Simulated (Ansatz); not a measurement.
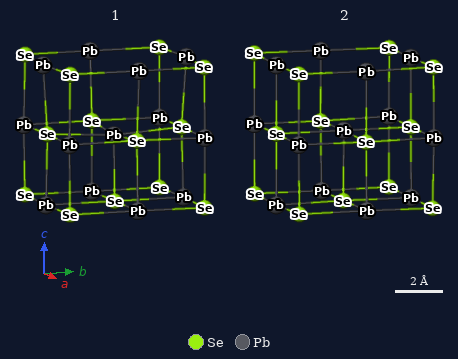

Two geometries of a defect cell of composition Se₃₁Pb₃₂ (cell charge +2), drawn at one scale. One is the start of a relaxation, the other its converged end. A ball-and-stick model of the atoms within 5.8 Å of the atom that moves most (axes of the cell of the calculation (origin shifted)), seen slightly off an axis.

Level of theory: DFT, PBEsol, PAW, plane waves (Ansatz 0.2.0). (plane-wave cutoff 420 eV; k-point mesh 1 × 1 × 1; mesh shifted by (0.25, 0.25, 0.25); no spin polarisation; atoms relaxed in a fixed cell; force threshold 0.03 eV/Å; at most 80 steps)

**Which geometry has the lower energy?**

Structure 1 is the relaxed one. The atoms of the start lie slightly off their symmetric places, so part of the fall in energy undoes that. The atom that moves furthest is a Pb atom (0.21 Å roughly along −c). Largest moves by element: Pb 0.21 Å, Se 0.08 Å. The lattice vectors keep their values. Near-neighbour distances that change, for instance: Pb–Se 3.051 → 2.868 Å, Pb–Se 2.989 → 3.064 Å, Pb–Se 3.034 → 3.105 Å, Pb–Se 3.078 → 3.014 Å. Among the angles between lasting bonds that change: Se–Pb–Se 179.3° → 172.3°, Se–Pb–Se 178.1° → 172.4°, Se–Pb–Se 88.9° → 94.3°. Over 5 geometry steps the energy falls by 0.541 eV per cell of the calculation. Largest force component: 0.47 eV/Å at the start, 0.011 eV/Å at the end. Cost: 7.8 s on 1 × NVIDIA GB200 with 8 threads of Arm Neoverse-V2, peak memory 2.2 GiB.

Limits of the set-up: the cell is charged, on a uniform background, and energies carry no finite-size correction.
